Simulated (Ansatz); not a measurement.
WS2 (slab)

```
CELL_PARAMETERS angstrom
3.15955 0.00000 0.00000
-1.57977 2.73625 0.00000
0.00000 0.00000 23.80426
ATOMIC_POSITIONS crystal
S 0.33333 0.66667 0.18904
W 0.66667 0.33333 0.25525
S 0.33333 0.66667 0.32133
S 0.33333 0.16667 0.44983
W 0.00000 0.50000 0.51591
S 0.33333 0.16667 0.58211
```

A point of a scan over the structure, not its minimum; PAW files of the earlier set (soft_1).

Computed with Ansatz 0.2.0, DFT PBE+D3(BJ), scalar-relativistic, plane waves, PAW.

Predict the valence pseudo-density and electron localisation function between the atoms.

W–S (2.41 Å): the density is about 0.63 e/Å³ at the midpoint; the ELF peaks at about 0.85 in the valence shell of S, 0.8 Å from its nucleus, and is about 0.50 at the midpoint.

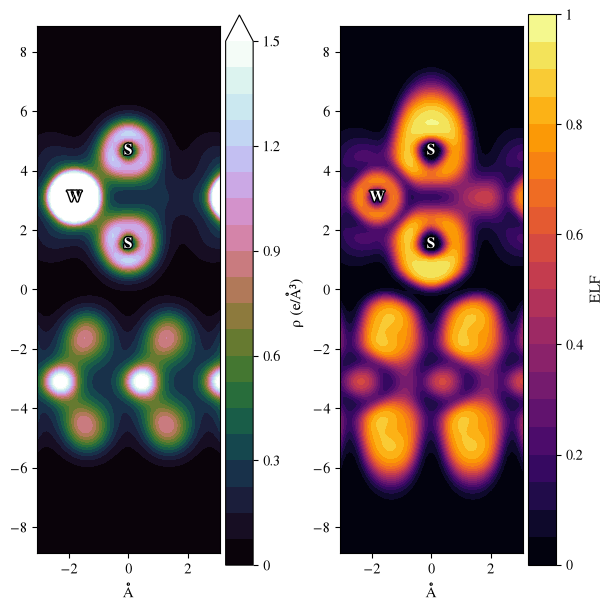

Computed valence pseudo-density and electron localisation function on the (110) plane of the calculation cell, a cut from vacuum to vacuum, in this order. Atoms just off the plane (S, 0.8 Å away and W, 0.8 Å away) can leave unmarked features too.

The density is the valence pseudo-density of a PAW calculation; it isn't the true density close to the nuclei.
